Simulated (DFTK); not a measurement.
System: SiC, space group F-43m (No. 216).

The given structure:
```yaml
crystal:
  lattice:
    - [0.00000, 2.17900, 2.17900]
    - [2.17900, 0.00000, 2.17900]
    - [2.17900, 2.17900, 0.00000]
  atoms:
    - { symbol: Si, position: [0.00000, 0.00000, 0.00000] }
    - { symbol: C, position: [0.75000, 0.75000, 0.75000] }
```

Computed with DFTK 0.8.2: plane-wave DFT, no spin polarisation; energies at scaled volumes of the given cell, shape and fractions fixed, counted from the fit's minimum, third-order Birch-Murnaghan fit. Level: PBEsol.

| setting | value |
| --- | --- |
| k mesh | 10×10×10 |
| occupations | Fermi–Dirac |
| smearing width | 0.05 eV |
| potentials | dojo.nc.sr.pbesol.v0_4_1.standard |
| wave cutoff | 1116 eV |

Predict the energy and pressure against volume. The volume takes the values 9.73, 9.93, 10.14, 10.35, 10.55, 10.76, 10.97 Å³/atom.

A third-order Birch–Murnaghan fit gives V0 = 10.34 Å³/atom, B0 = 220 GPa and B′ = 3.9. The energy is 28.04 meV/atom at volume 9.73 Å³/atom and 23.55 meV/atom at 10.97 Å³/atom; the lowest computed point is at volume 10.35 Å³/atom (0.00 meV/atom), in a single well. The pressure falls from 15.21 GPa at volume 9.73 Å³/atom to −11.59 GPa at 10.97 Å³/atom, and changes sign near 10.34 Å³/atom.

```
volume (Å³/atom)  energy (meV/atom)  pressure (GPa)
            9.73              28.04           15.21
            9.93              11.98            9.59
           10.14               2.85            4.49
           10.35               0.00           -0.14
           10.55               2.84           -4.34
           10.76              10.86           -8.14
           10.97              23.55          -11.59
```

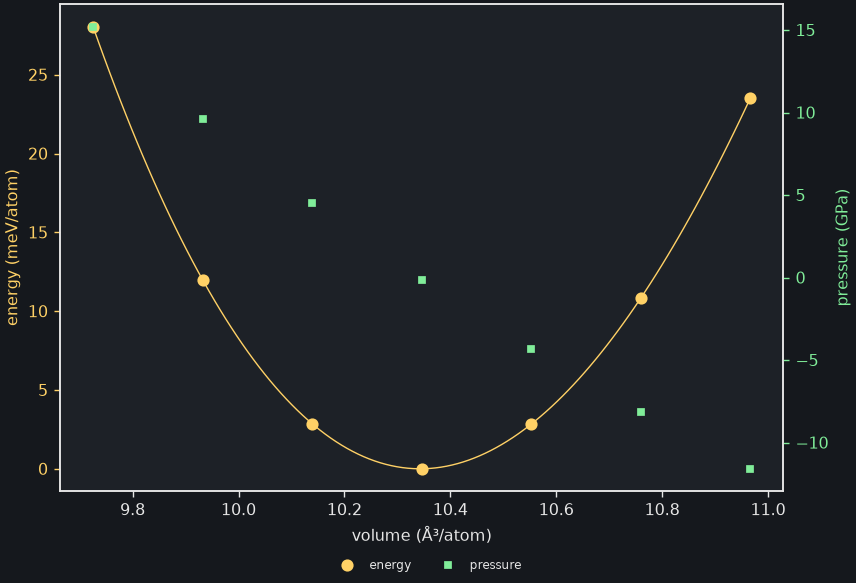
